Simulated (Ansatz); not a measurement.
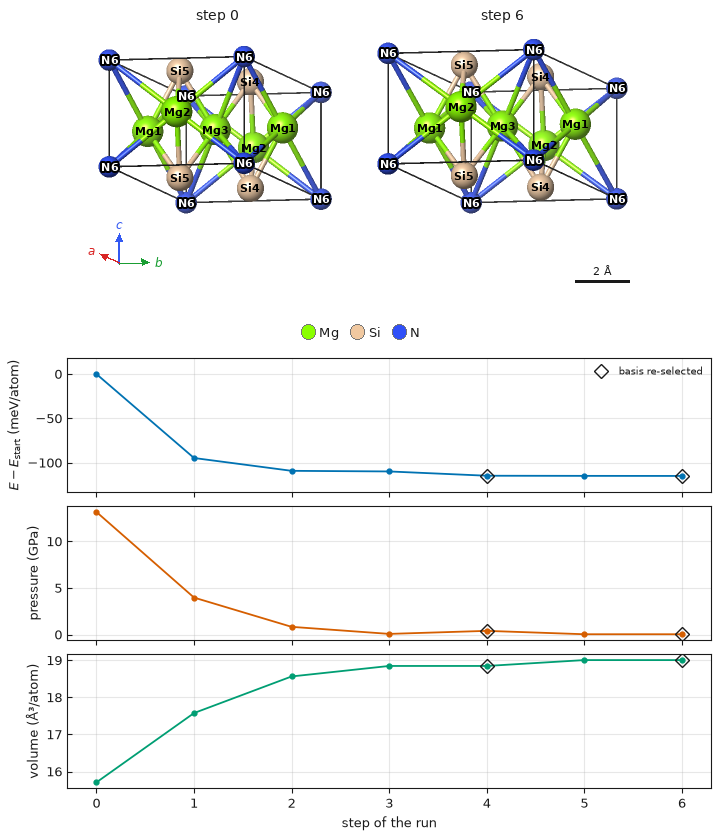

First and last geometry of a relaxation of crystalline Mg₃Si₂N (a generated structure, set up in P6/mmm) (coarse preliminary run), with the history of the run. A ball-and-stick model of the cell of the calculation, seen from a free direction.

The calculation used Ansatz, DFT PBE, scalar-relativistic, plane waves, PAW. Settings: plane-wave cutoff 420 eV; k-point mesh 6 × 6 × 4; occupations gaussian; smearing width 0.1 eV; no spin polarisation; cell and atoms relaxed; force threshold 0.04 eV/Å; at most 70 steps.

### Read the history and describe the run.

It converged. Over 4 accepted moves (6 points after the start) the energy falls by 115 meV per atom. All forces vanish by symmetry, so only the cell relaxes. The pressure goes from 13.16 to 0.04 GPa. The SCF was repeated twice at an unchanged geometry on a basis and grid sized afresh for the cell, which shifted the energy by 4.8 meV per atom at most. No atom moves by more than 0.005 Å relative to the cell. The drawn cell changes as follows: a = b 5.074 → 5.483 Å (+8.1 %), c 4.228 → 4.379 Å (+3.6 %); the volume changes by +21.0 %. Among the contacts that change: Mg1–N6 3.302 → 3.509 Å, Mg1–Mg2 2.537 → 2.742 Å, Mg1–Si4 2.572 → 2.702 Å. Bond angles that change, for instance: Si4–Mg1–Si4 110.6° → 108.3°, Mg1–Si4–Mg1 110.6° → 108.3°, Si4–Mg1–Si5 69.4° → 71.7°. The space group stays P6/mmm (No. 191).

```
step  E − E(0), meV/atom  pressure, GPa  volume, Å³/atom                      note
   0                0.00          13.16           15.708                          
   1              -94.64           3.97           17.578                          
   2             -109.10           0.83           18.565                          
   3             -109.80           0.08           18.848                          
   4             -114.62           0.40           18.848  same geometry, new basis
   5             -114.78           0.04           19.006                          
   6             -114.87           0.04           19.006  same geometry, new basis
```

Limits of the set-up: the k-point mesh is coarse for a cell with partly filled bands.
